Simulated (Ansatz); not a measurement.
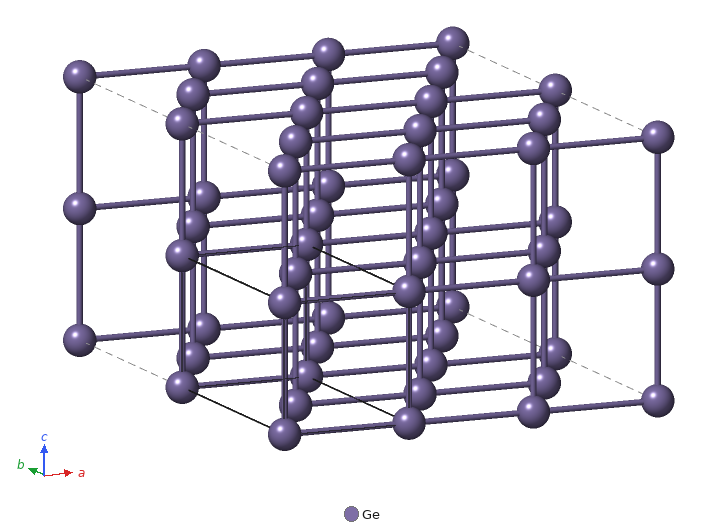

View slightly off an axis, drawn as a ball-and-stick model. The drawing covers 3×2×2 cells, and the solid lines enclose one conventional unit cell. Cell: a = 2.864 Å, b = 5.331 Å, c = 2.833 Å, α = 90.00°, β = 90.00°, γ = 90.00°.

What does the picture show?

- The element is germanium.
- The structure has Cmmm (No. 65) symmetry and a base-centred orthorhombic lattice.
- The cell holds two atoms.
- Ge bonds to four Ge in a square planar arrangement at about 2.8 Å.
- The bonds build Ge layers parallel to (010).

Its origin is a structure listed in the Materials Project. The cell was then strained or its atoms displaced on purpose. It was run through Ansatz as a DFT input.

At this level of theory the cell isn't at rest (stretched, at -8 GPa), so its distances can differ from those at equilibrium, the more so the softer the solid.
